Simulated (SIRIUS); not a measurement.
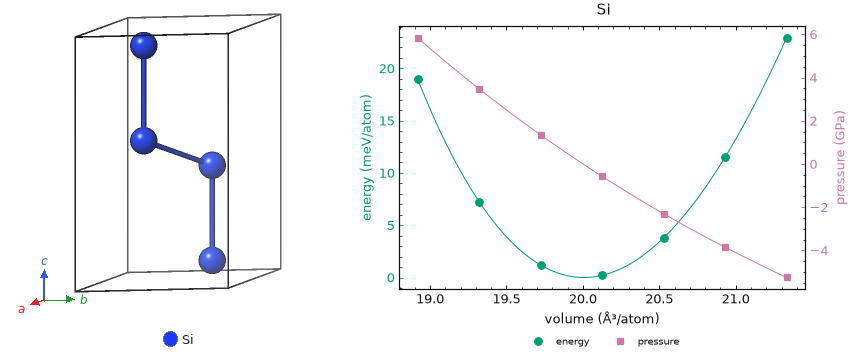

Energy and pressure against volume for Si, space group P6_3/mmc (No. 194). The conventional cell is drawn beside the plot.

A third-order Birch–Murnaghan fit gives V0 = 20.01 Å³/atom, B0 = 93.3 GPa and B′ = 4.2. The energy is 18.98 meV/atom at volume 18.92 Å³/atom and 22.94 meV/atom at 21.33 Å³/atom; the lowest computed point is at volume 20.13 Å³/atom (0.20 meV/atom), in a single well. The pressure falls from 5.85 GPa at volume 18.92 Å³/atom to −5.25 GPa at 21.33 Å³/atom, and changes sign near 20.01 Å³/atom.

Computed with SIRIUS 7.12.0: plane-wave DFT, no spin polarisation; energies at scaled volumes of the given cell, shape and fractions fixed, counted from the fit's minimum, third-order Birch-Murnaghan fit. Level: PBEsol.

- k mesh: 8×8×4
- occupations: Fermi–Dirac
- smearing width: 0.05 eV
- potentials: dojo sr pbesol 0.4.1 standard
- wave cutoff: 489.8 eV
- density cutoff: 1959 eV

Cell as given: a = 3.831 Å, b = 3.831 Å, c = 6.333 Å, α = 90.00°, β = 90.00°, γ = 120.00°; 4 atoms.

Note: shape and atomic fractions are frozen while scaling, which makes layered, chain and framework solids too stiff.
